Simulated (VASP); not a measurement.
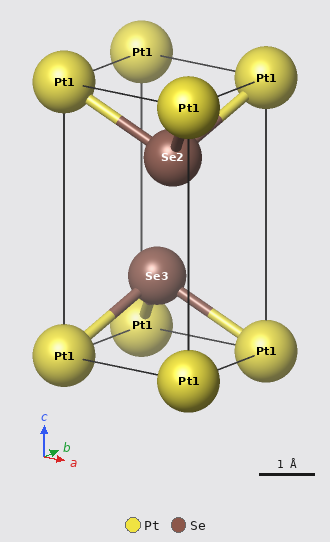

The input geometry of the first run (ball-and-stick view of the cell of the calculation, seen slightly off an axis; atoms are numbered from 1 in the order of the input). Near neighbours in the crystal (not all of them lie inside the picture): Pt has 6 Se at 2.49 Å; Se has 3 Pt at 2.49 Å.

**What a change does: single-point calculation on PtSe2**

System: PtSe2 (P-3m1, 3 atoms in the cell).
Method of the first run: Kohn-Sham DFT of a periodic cell, PBE, spin-orbit coupling, VASP PAW PBE potentials, recommended, no spin polarisation (VASP 6.6.1).

The structure derives from an entry of the Crystallography Open Database. 

### INCAR, the first run
```
SYSTEM = PtSe2
ALGO = Normal ; EDIFF = 1E-8
ENCUT = 750 ; GGA = PE
GGA_COMPAT = .FALSE. ; ISIF = 2
ISMEAR = 0 ; LASPH = .TRUE.
LCHARG = .FALSE. ; LMAXMIX = 4
LORBIT = 11 ; LREAL = .FALSE.
LSORBIT = .TRUE. ; LWAVE = .FALSE.
MAGMOM = 0 0 0 0 0 0 0 0 0 ; NBANDS = 38
NELM = 100 ; PREC = Accurate
SIGMA = 0.02
```

### KPOINTS, the first run
```
k-points
0
G
  10 10 7
  0 0 0
```

### POSCAR, the first run
```
PtSe2
1.0
    3.7240000000      0.0000000000      0.0000000000
   -1.8620000000      3.2250786037      0.0000000000
    0.0000000000      0.0000000000      5.0620000000
Pt Se
1 2
Direct
    0.0000000000      0.0000000000      0.0000000000
    0.6666666667      0.3333333333      0.7500000000
    0.3333333333      0.6666666667      0.2500000000
```

Command:
```bash
cat potpaw_PBE.64/Pt/POTCAR potpaw_PBE.64/Se/POTCAR > POTCAR
mpirun -np 1 vasp_ncl > vasp.out
```

Hardware: 1 thread of AMD EPYC (Zen 3), 192 GiB of memory available, shared host.

### OSZICAR and lines of OUTCAR (the first run)
```
N       E                     dE             d eps       ncg     rms          rms(c)
DAV:   1     0.144027183840E+03    0.14403E+03   -0.12124E+04  6080   0.139E+03
DAV:   2    -0.627147470637E+01   -0.15030E+03   -0.14101E+03  7016   0.250E+02
DAV:   3    -0.153084006612E+02   -0.90369E+01   -0.88668E+01  7522   0.567E+01
DAV:   4    -0.154104682914E+02   -0.10207E+00   -0.10194E+00  7140   0.641E+00
DAV:   5    -0.154116598923E+02   -0.11916E-02   -0.11916E-02  7006   0.695E-01    0.147E+01
DAV:   6    -0.147928616825E+02    0.61880E+00   -0.31944E+00  6422   0.185E+01    0.908E+00
DAV:   7    -0.146067795929E+02    0.18608E+00   -0.65885E-01  6388   0.856E+00    0.471E+00
DAV:   8    -0.145881071034E+02    0.18672E-01   -0.41413E-02  6986   0.131E+00    0.165E+00
DAV:   9    -0.145839541021E+02    0.41530E-02   -0.57492E-03  6652   0.786E-01    0.356E-01
DAV:  10    -0.145839695513E+02   -0.15449E-04   -0.15167E-03  7224   0.281E-01    0.113E-01
DAV:  11    -0.145840483095E+02   -0.78758E-04   -0.19424E-04  6516   0.104E-01    0.407E-02
DAV:  12    -0.145840502851E+02   -0.19756E-05   -0.67786E-06  7292   0.233E-02    0.152E-02
DAV:  13    -0.145840513572E+02   -0.10721E-05   -0.12840E-06  6632   0.728E-03    0.689E-03
DAV:  14    -0.145840522291E+02   -0.87191E-06   -0.12152E-06  6538   0.736E-03    0.158E-03
DAV:  15    -0.145840524701E+02   -0.24098E-06   -0.10628E-07  7416   0.191E-03    0.854E-04
DAV:  16    -0.145840524607E+02    0.94167E-08   -0.28750E-08  6476   0.105E-03
   1 F= -.14584052E+02 E0= -.14584002E+02  d E =-.100528E-03  mag=     0.0000    -0.0000     0.0000
[... from OUTCAR:]
  free energy    TOTEN  =       -14.58405246 eV
  energy without entropy =      -14.58395193  energy(sigma->0) =      -14.58400220
 E-fermi :   6.6359     XC(G=0): -10.6343     alpha+bet :-11.1849
  free  energy   TOTEN  =       -14.5840524607 eV
  energy  without entropy=      -14.5839519328  energy(sigma->0) =      -14.58400220
```

For the second run the input was changed thus:
```diff
-ALGO = Normal ; EDIFF = 1E-8
-ENCUT = 750 ; GGA = PE
+ALGO = Normal ; EDIFF = 1E-7
+ENCUT = 340 ; GGA = PE
-  10 10 7
+  9 9 6
```

Predict how the results change.

The total energies belong to different methods, so their difference says nothing on which is more stable or more accurate. The pressure goes from 7.47 to 7.24 GPa. The number of SCF iterations is the same. The irreducible k-points go from 80 to 62. The plane waves at Γ go from 5732.0 to 1782.0. On the same kind of shared host the second run took about 0.21 times as long.

### OSZICAR and lines of OUTCAR (the second run)
```
N       E                     dE             d eps       ncg     rms          rms(c)
DAV:   1     0.879569891777E+02    0.87957E+02   -0.75173E+03  4800   0.723E+02
DAV:   2    -0.106344979825E+02   -0.98591E+02   -0.93395E+02  5698   0.181E+02
DAV:   3    -0.153691754121E+02   -0.47347E+01   -0.46745E+01  5688   0.379E+01
DAV:   4    -0.154078544383E+02   -0.38679E-01   -0.38655E-01  5532   0.387E+00
DAV:   5    -0.154083965644E+02   -0.54213E-03   -0.54211E-03  5538   0.449E-01    0.147E+01
DAV:   6    -0.147881132770E+02    0.62028E+00   -0.32027E+00  4954   0.184E+01    0.904E+00
DAV:   7    -0.146035660665E+02    0.18455E+00   -0.65889E-01  4920   0.834E+00    0.466E+00
DAV:   8    -0.145842757824E+02    0.19290E-01   -0.38988E-02  5380   0.128E+00    0.163E+00
DAV:   9    -0.145807540710E+02    0.35217E-02   -0.53683E-03  5254   0.744E-01    0.379E-01
DAV:  10    -0.145808660733E+02   -0.11200E-03   -0.10564E-03  5592   0.213E-01    0.109E-01
DAV:  11    -0.145809442313E+02   -0.78158E-04   -0.14383E-04  5050   0.914E-02    0.391E-02
DAV:  12    -0.145809462816E+02   -0.20503E-05   -0.85743E-06  5592   0.290E-02    0.984E-03
DAV:  13    -0.145809471178E+02   -0.83615E-06   -0.16991E-06  5256   0.811E-03    0.501E-03
DAV:  14    -0.145809477696E+02   -0.65180E-06   -0.90226E-07  5126   0.629E-03    0.163E-03
DAV:  15    -0.145809480304E+02   -0.26084E-06   -0.86571E-08  4690   0.196E-03    0.943E-04
DAV:  16    -0.145809480124E+02    0.17971E-07   -0.23026E-08  3518   0.987E-04
   1 F= -.14580948E+02 E0= -.14580850E+02  d E =-.196037E-03  mag=    -0.0000    -0.0000    -0.0000
[... from OUTCAR:]
  free energy    TOTEN  =       -14.58094801 eV
  energy without entropy =      -14.58075198  energy(sigma->0) =      -14.58084999
 E-fermi :   6.6640     XC(G=0): -10.6338     alpha+bet :-11.1849
  free  energy   TOTEN  =       -14.5809480124 eV
  energy  without entropy=      -14.5807519753  energy(sigma->0) =      -14.58084999
```

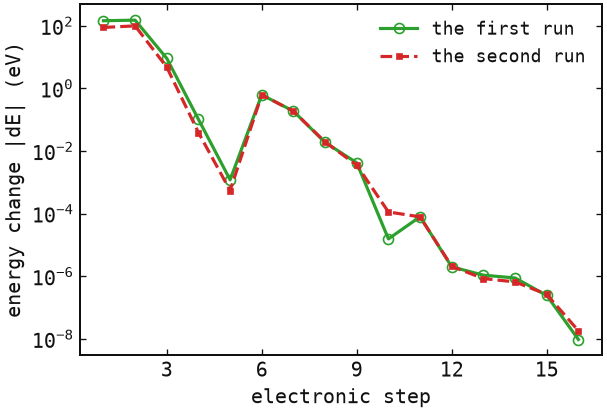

Convergence of the two runs: energy change |dE| against the electronic step. The first run takes 16 steps in all, and the second run takes 16.

### The two runs side by side

| quantity | the first run | the second run |
| --- | --- | --- |
| outcome | converged | converged |
| free energy per atom (eV) | −4.8614 | −4.8603 |
| gap on the mesh (eV) | 0.00 | 0.00 |
| pressure (GPa) | 7.47 | 7.24 |
| largest force (eV/Å) | 0.596 | 0.612 |
| SCF iterations | 16 | 16 |
| irreducible k-points | 80 | 62 |
| net moment of the cell (μB) | 0.00 | 0.00 |
| plane waves at Γ | 5732 | 1782 |

For the first run: The cell is under a pressure of 7.5 GPa at this level, so it is not at its equilibrium volume. For the second run: The settings depart from the standard set-up of this series, which can bear on the numbers.
